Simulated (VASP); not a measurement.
## Band edges against the vacuum: CH3-terminated Si(111)

Aim: ionisation energy and electron affinity of CH3-terminated Si(111), from a slab and a bulk run lined up through core potentials.

Method: PBE; plane waves and PAW (Si), in the first sound run; inputs show where later runs differ, in VASP 6.6.1.

**Measured values to reproduce.**

For Si, diamond cubic (unstructured n-type silicon wafer, reference for black silicon, 300 K), “Enhanced near-infrared absorber: two-step fabricated structured black silicon and its device application” (2018, pmc:6179974) gives, by absorptance spectroscopy with Tauc analysis: band gap (indirect optical gap from Tauc plot of Kubelka-Munk function) 1.12 eV [Extrapolated Tauc tangent of Kubelka-Munk function at room temperature; phonon-assisted …].

**1. The structure**

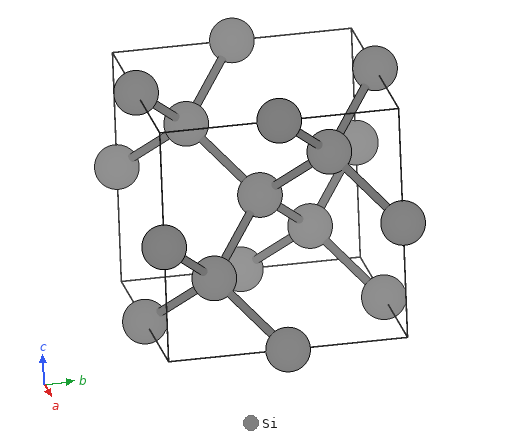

The starting structure, seen slightly off an axis (silicon grey). This picture shows the conventional cell, with its axes. Some periodic images of atoms are drawn too.

**2. Relaxing the bulk crystal**

First cell and atoms are relaxed at a raised cutoff, so that later runs start from this functional's own cell.

Input file INCAR:

```
SYSTEM = Si
PREC = Accurate
ENCUT = 440
EDIFF = 1E-06
NELM = 120
ISMEAR = 0
SIGMA = 0.03
LREAL = .FALSE.
ALGO = Normal
GGA = PE
NBANDS = 10
LORBIT = 11
LWAVE = .FALSE.
LCHARG = .FALSE.
KPAR = 4
IBRION = 2
NSW = 40
ISIF = 3
EDIFFG = -0.02
POTIM = 0.4
```

Input file POSCAR:

```
Si
1.0
    0.0000000000      2.7150000000      2.7150000000
    2.7150000000      0.0000000000      2.7150000000
    2.7150000000      2.7150000000      0.0000000000
Si
2
Direct
    0.0000000000      0.0000000000      0.0000000000
    0.2500000000      0.2500000000      0.2500000000
```

Input file KPOINTS:

```
Automatic mesh
0
Gamma
6 6 6
0 0 0
```

The projector-augmented-wave data sets are Si (PBE family, release 64).

Run with:

```console
> mpirun -np 4 vasp_std
```

Output:

```text
[banner, memory and clock lines left out]
running    4 mpi-ranks, on    1 nodes
 distrk:  each k-point on    1 cores,    4 groups
 distr:  one band on    1 cores,    1 groups

 POSCAR found type information on POSCAR Si
 POSCAR found :  1 types and       2 ions
 LDA part: xc-table for (Slater+PW92), standard interpolation
 POSCAR, INCAR and KPOINTS ok, starting setup
 FFT: planning ... GRIDC
 FFT: planning ... GRID_SOFT
 FFT: planning ... GRID
 WAVECAR not read
 entering main loop
       N       E                     dE             d eps       ncg     rms          rms(c)
DAV:   1     0.653671864241E+01    0.65367E+01   -0.29666E+03   320   0.537E+02
DAV:   2    -0.105641307124E+02   -0.17101E+02   -0.16193E+02   440   0.771E+01
DAV:   3    -0.110021091004E+02   -0.43798E+00   -0.43750E+00   408   0.122E+01
DAV:   4    -0.110050884136E+02   -0.29793E-02   -0.29791E-02   390   0.130E+00
DAV:   5    -0.110051173111E+02   -0.28898E-04   -0.28897E-04   400   0.111E-01    0.490E+00
DAV:   6    -0.108774650179E+02    0.12765E+00   -0.76509E-02   364   0.122E+00    0.299E+00
DAV:   7    -0.108192579786E+02    0.58207E-01   -0.14589E-01   356   0.180E+00    0.187E-01
DAV:   8    -0.108205061145E+02   -0.12481E-02   -0.50614E-03   358   0.421E-01    0.818E-02
DAV:   9    -0.108207176528E+02   -0.21154E-03   -0.20835E-04   428   0.936E-02    0.585E-02
DAV:  10    -0.108207412093E+02   -0.23557E-04   -0.21004E-05   368   0.282E-02    0.467E-03
DAV:  11    -0.108207420061E+02   -0.79678E-06   -0.19314E-06   388   0.782E-03
   1 F= -.10820742E+02 E0= -.10820742E+02  d E =-.108207E+02
 curvature:   0.00 expect dE= 0.000E+00 dE for cont linesearch  0.000E+00
 trial: gam= 0.00000 g(F)=  0.864E-50 g(S)=  0.153E-01 ort = 0.000E+00 (trialstep = 0.100E+01)
 search vector abs. value=  0.153E-01
 bond charge predicted
       N       E                     dE             d eps       ncg     rms          rms(c)
DAV:   1    -0.108303950321E+02   -0.96538E-02   -0.17889E-01   336   0.196E+00    0.400E-01
DAV:   2    -0.108272951924E+02    0.30998E-02   -0.31161E-03   340   0.319E-01    0.254E-01
DAV:   3    -0.108256219054E+02    0.16733E-02   -0.31722E-03   342   0.240E-01    0.779E-02
DAV:   4    -0.108256236459E+02   -0.17405E-05   -0.53260E-05   362   0.502E-02    0.669E-02
DAV:   5    -0.108256157607E+02    0.78853E-05   -0.93104E-06   350   0.179E-02    0.135E-02
DAV:   6    -0.108256159401E+02   -0.17943E-06   -0.13900E-07   198   0.281E-03
   2 F= -.10825616E+02 E0= -.10825616E+02  d E =-.487393E-02
 trial-energy change:   -0.004874  1 .order   -0.005073   -0.015298    0.005151
 step:   0.7368(harm=  0.7481)  dis= 0.00000  next Energy=   -10.826298 (dE=-0.556E-02)
 bond charge predicted
       N       E                     dE             d eps       ncg     rms          rms(c)
DAV:   1    -0.108266146539E+02   -0.99889E-03   -0.12573E-02   336   0.524E-01    0.106E-01
DAV:   2    -0.108264019324E+02    0.21272E-03   -0.21904E-04   340   0.842E-02    0.672E-02
DAV:   3    -0.108262917717E+02    0.11016E-03   -0.22101E-04   334   0.634E-02    0.212E-02
DAV:   4    -0.108262924728E+02   -0.70116E-06   -0.36997E-06   338   0.133E-02
   3 F= -.10826292E+02 E0= -.10826292E+02  d E =-.555047E-02
 curvature:  -0.37 expect dE=-0.607E-07 dE for cont linesearch -0.607E-07
 trial: gam=-0.00325 g(F)=  0.160E-49 g(S)=  0.163E-06 ort = 0.499E-04 (trialstep = 0.947E+00)
 search vector abs. value=  0.102E-09
 reached required accuracy - stopping structural energy minimisation
```

Elapsed: 8.8 s, on 4 MPI ranks of AMD EPYC 7R43, shared host; peak memory 0.46 GiB; 31 s of CPU time.

The logs omit lines about the potential files and the build; timing stands in the text.

OUTCAR, selected parts (step 2):

```text
ion  position               nearest neighbor table
   1  0.000  0.000  0.000-   2 2.35   2 2.35   2 2.35   2 2.35
   2  0.250  0.250  0.250-   1 2.35   1 2.35   1 2.35   1 2.35

  LATTYP: Found a face centered cubic cell.
 ALAT       =     5.4300000000

 Subroutine GETGRP returns: Found 48 space group operations
 (whereof 24 operations were pure point group operations)

The static configuration has the point symmetry T_d .
 The point group associated with its full space group is O_h .

 Found     16 irreducible k-points:

   k-points           NKPTS =     16   k-points in BZ     NKDIM =     16   number of bands    NBANDS=     10

   dimension x,y,z NGX =    28 NGY =   28 NGZ =   28
   dimension x,y,z NGXF=    56 NGYF=   56 NGZF=   56

   ENCUT  =  440.0 eV  32.34 Ry    5.69 a.u.   6.57  6.57  6.57*2*pi/ulx,y,z

   NELECT =       8.0000    total number of electrons

 k-points in reciprocal lattice and weights: Automatic mesh
   0.00000000  0.00000000  0.00000000       0.005
   0.16666667  0.00000000  0.00000000       0.037
   0.33333333  0.00000000  0.00000000       0.037
   0.50000000  0.00000000  0.00000000       0.019
   0.16666667  0.16666667  0.00000000       0.028
   0.33333333  0.16666667  0.00000000       0.111
   0.50000000  0.16666667  0.00000000       0.111
  -0.33333333  0.16666667  0.00000000       0.111
  -0.16666667  0.16666667  0.00000000       0.056
[...]
-0.33333333  0.33333333  0.16666667       0.111
  -0.33333333  0.50000000  0.16666667       0.056

 average (electrostatic) potential at core
       1 -83.4752       2 -83.4752

 E-fermi :   5.8006

 k-point     1 :       0.0000    0.0000    0.0000
  band No.  band energies     occupation
      1      -6.1938      2.00000
      2       5.6188      2.00000
      3       5.6188      2.00000
      4       5.6188      2.00000
      5       8.1721      0.00000
      6       8.1721      0.00000
      7       8.1721      0.00000
      8       8.7474      0.00000
      9      13.3240      0.00000
    ...

 k-point     2 :       0.1667    0.0000    0.0000
  band No.  band energies     occupation
      1      -5.8393      2.00000
      2       3.2552      2.00000
      3       5.1777      2.00000
      4       5.1777      2.00000
      5       7.9013      0.00000
      6       8.8076      0.00000
      7       8.8076      0.00000
      8      10.8932      0.00000
      9      12.7003      0.00000
    ...

 k-point     3 :       0.3333    0.0000    0.0000
  band No.  band energies     occupation
      1      -4.8442      2.00000
      2       0.3495      2.00000
      3       4.6359      2.00000
      4       4.6359      2.00000
      5       7.3085      0.00000
      6       9.1188      0.00000
      7       9.1188      0.00000
      8      13.3994      0.00000
      9      13.5700      0.00000
    ...

  Total        0.0016757      0.0016757      0.0016757     -0.0000000      0.0000000      0.0000000
  in kB        0.0656272      0.0656272      0.0656272     -0.0000000      0.0000000      0.0000000
  external PRESSURE =       0.0656272 kB  Pullay stress =       0.0000000 kB

  energy-cutoff  :      440.00
  volume of cell :       40.91
      direct lattice vectors                 reciprocal lattice vectors
     0.000000000  2.734842151  2.734842151    -0.182825908  0.182825908  0.182825908
     2.734842151  0.000000000  2.734842151     0.182825908 -0.182825908  0.182825908
     2.734842151  2.734842151 -0.000000000     0.182825908  0.182825908 -0.182825908

 POSITION                                       TOTAL-FORCE (eV/Angst)
 -----------------------------------------------------------------------------------
      0.00000      0.00000     -0.00000        -0.000000      0.000000      0.000000
      1.36742      1.36742      1.36742         0.000000     -0.000000     -0.000000
 -----------------------------------------------------------------------------------
    total drift:                                0.000000      0.000000      0.000000

  FREE ENERGIE OF THE ION-ELECTRON SYSTEM (eV)
  ---------------------------------------------------
  free  energy   TOTEN  =       -10.8262924728 eV

  energy  without entropy=      -10.8262924728  energy(sigma->0) =      -10.82629247

 reached required accuracy - stopping structural energy minimisation

 total charge
# of ion       s       p       d       tot
------------------------------------------
    1        0.748   0.931   0.000   1.679
    2        0.748   0.931   0.000   1.679
--------------------------------------------------
tot          1.497   1.862   0.000   3.358

[... 3 further parts left out ...]
```

CONTCAR:

```
Si
   1.00000000000000
     0.0000000000000000    2.7348421506157510    2.7348421506157510
     2.7348421506157510    0.0000000000000000    2.7348421506157510
     2.7348421506157510    2.7348421506157510   -0.0000000000000000
  Si
     2
Direct
     0.0000000000000000    0.0000000000000000    0.0000000000000000
     0.2500000000000000    0.2500000000000000    0.2500000000000000
```

The run keeps the 48 symmetry operations of its start, so it cannot find a distortion of lower symmetry.

Relaxation path:

```csv
step,energy less that of the first step (eV),largest force (eV/Å),pressure (GPa),volume (Å³)
1,0.0000,0.0000,2.06,40.03
2,-0.0049,0.0000,-0.67,41.23
3,-0.0056,0.0000,0.01,40.91
```

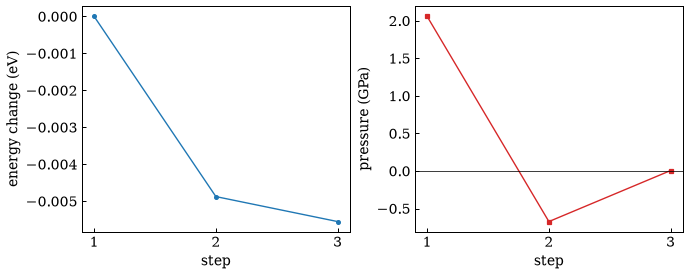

Energy and pressure along the relaxation.

```csv
"conventional cell, symmetrised",before,after,change
a (Å),5.430,5.470,+0.7 %
b (Å),5.430,5.470,+0.7 %
c (Å),5.430,5.470,+0.7 %
volume (Å³/atom),20.01,20.45,+2.2 %
```

The relaxed structure:

```cif
data_structure
_symmetry_space_group_name_H-M 'P 1'
_symmetry_Int_Tables_number 1
_cell_length_a 3.8677
_cell_length_b 3.8677
_cell_length_c 3.8677
_cell_angle_alpha 60.000
_cell_angle_beta 60.000
_cell_angle_gamma 60.000
_cell_volume 40.91
loop_
_atom_site_label
_atom_site_type_symbol
_atom_site_fract_x
_atom_site_fract_y
_atom_site_fract_z
_atom_site_occupancy
Si1 Si 0.00000 0.00000 0.00000 1
Si2 Si 0.25000 0.25000 0.25000 1
```

Numbers from this step:

```yaml
electronic_cycles: 21
electrons: 8
free_energy_toten: -10.83 eV
fermi_energy: 5.801 eV
```

The run ended after 3 ionic steps, 0.006 eV below its first step, once forces and stress met EDIFFG = -0.02.

**3. Band edges of the bulk**

A static bulk run at the slab's cutoff gives the band edges and the core potentials that tie them to the slab.

Input file INCAR:

```
SYSTEM = Si
PREC = Normal
ENCUT = 440
EDIFF = 1E-06
NELM = 120
ISMEAR = 0
SIGMA = 0.03
LREAL = .FALSE.
ALGO = Normal
GGA = PE
NBANDS = 10
LORBIT = 11
LWAVE = .FALSE.
LCHARG = .FALSE.
KPAR = 4
```

Input file POSCAR:

```
Si
1.0
    0.0000000000      2.7348421506      2.7348421506
    2.7348421506      0.0000000000      2.7348421506
    2.7348421506      2.7348421506      0.0000000000
Si
2
Direct
    0.0000000000      0.0000000000      0.0000000000
    0.2500000000      0.2500000000      0.2500000000
```

Input file KPOINTS:

```
Automatic mesh
0
Gamma
14 14 14
0 0 0
```

Run with:

```console
> mpirun -np 4 vasp_std
```

Output:

```text
[... set-up lines as in an earlier step ...]
 entering main loop
       N       E                     dE             d eps       ncg     rms          rms(c)
DAV:   1     0.411059801841E+01    0.41106E+01   -0.29055E+03  2080   0.539E+02
DAV:   2    -0.106005028302E+02   -0.14711E+02   -0.14124E+02  2864   0.778E+01
DAV:   3    -0.110145031298E+02   -0.41400E+00   -0.41308E+00  2644   0.117E+01
DAV:   4    -0.110176236183E+02   -0.31205E-02   -0.31201E-02  2616   0.121E+00
DAV:   5    -0.110176499219E+02   -0.26304E-04   -0.26303E-04  2554   0.996E-02    0.474E+00
DAV:   6    -0.109020396166E+02    0.11561E+00   -0.68619E-02  2334   0.115E+00    0.289E+00
DAV:   7    -0.108484908025E+02    0.53549E-01   -0.13288E-01  2356   0.171E+00    0.169E-01
DAV:   8    -0.108496882405E+02   -0.11974E-02   -0.48957E-03  2322   0.411E-01    0.792E-02
DAV:   9    -0.108498916037E+02   -0.20336E-03   -0.19986E-04  2684   0.913E-02    0.565E-02
DAV:  10    -0.108499156382E+02   -0.24034E-04   -0.22810E-05  2388   0.292E-02    0.510E-03
DAV:  11    -0.108499161977E+02   -0.55957E-06   -0.15446E-06  2630   0.708E-03
   1 F= -.10849916E+02 E0= -.10849916E+02  d E =-.148969E-12
```

It took 8.6 s on 4 MPI ranks; peak memory 0.42 GiB; 30 s of CPU time.

OUTCAR, selected parts (step 3):

```text
  LATTYP: Found a face centered cubic cell.
 ALAT       =     5.4696843012

 Found    104 irreducible k-points:

   k-points           NKPTS =    104   k-points in BZ     NKDIM =    104   number of bands    NBANDS=     10

   dimension x,y,z NGX =    20 NGY =   20 NGZ =   20
   dimension x,y,z NGXF=    40 NGYF=   40 NGZF=   40

   ENCUT  =  440.0 eV  32.34 Ry    5.69 a.u.   6.62  6.62  6.62*2*pi/ulx,y,z

   NELECT =       8.0000    total number of electrons

 E-fermi :   5.7399

 k-point     1 :       0.0000    0.0000    0.0000
  band No.  band energies     occupation
      1      -6.2006      2.00000
      2       5.6104      2.00000
      3       5.6104      2.00000
      4       5.6104      2.00000
      5       8.1673      0.00000
      6       8.1673      0.00000
      7       8.1673      0.00000
      8       8.7382      0.00000
      9      13.3199      0.00000
    ...

 k-point     2 :       0.0714    0.0000    0.0000
  band No.  band energies     occupation
      1      -6.1350      2.00000
      2       4.9443      2.00000
      3       5.5046      2.00000
      4       5.5046      2.00000
      5       8.1954      0.00000
      6       8.3229      0.00000
      7       8.3229      0.00000
      8       9.2658      0.00000
      9      13.1156      0.00000
    ...

  Total       -0.0124742     -0.0124742     -0.0124742      0.0000000     -0.0000000      0.0000000
  in kB       -0.4885356     -0.4885356     -0.4885356      0.0000000     -0.0000000      0.0000000
  external PRESSURE =      -0.4885356 kB  Pullay stress =       0.0000000 kB

  energy-cutoff  :      440.00
  volume of cell :       40.91
      direct lattice vectors                 reciprocal lattice vectors
     0.000000000  2.734842151  2.734842151    -0.182825908  0.182825908  0.182825908
     2.734842151  0.000000000  2.734842151     0.182825908 -0.182825908  0.182825908
     2.734842151  2.734842151  0.000000000     0.182825908  0.182825908 -0.182825908

 POSITION                                       TOTAL-FORCE (eV/Angst)
 -----------------------------------------------------------------------------------
      0.00000      0.00000      0.00000        -0.000000     -0.000000     -0.000000
      1.36742      1.36742      1.36742         0.000000      0.000000      0.000000
 -----------------------------------------------------------------------------------
    total drift:                                0.000000      0.000000      0.000000

  FREE ENERGIE OF THE ION-ELECTRON SYSTEM (eV)
  ---------------------------------------------------
  free  energy   TOTEN  =       -10.8499161977 eV

  energy  without entropy=      -10.8499161977  energy(sigma->0) =      -10.84991620

 total charge
# of ion       s       p       d       tot
------------------------------------------
    1        0.751   0.927   0.000   1.678
    2        0.751   0.927   0.000   1.678
--------------------------------------------------
tot          1.502   1.855   0.000   3.357

[... 2 parts as in an earlier step ...]

[... 7 further parts left out ...]
```

The gap is read on the k-mesh alone, so it is an upper bound where the band edges lie off the mesh.

This step gave:

```
electronic cycles              : 11
free energy (TOTEN)            : -10.85 eV
Fermi energy                   : 5.740 eV
metallic                       : no
gap on the k-mesh              : 0.6129 eV
least direct gap on the k-mesh : 2.557 eV
```

(Continued in part 2 of 3.)

[Lines on the potential files, build, host, timing and source positions are cut from VASP's logs without a mark.]

[Logs are printed without paths, hosts, clocks, repeated set-up lines and the standing remarks that a program may print on its own settings, such as how far it seeks lower states.]

[Hosts, paths, dates, database ids (printed as entryN), source tags and the programs' standing remarks are cut or masked in the printed files.]

[Runs that stopped without an error message from VASP are left out.]
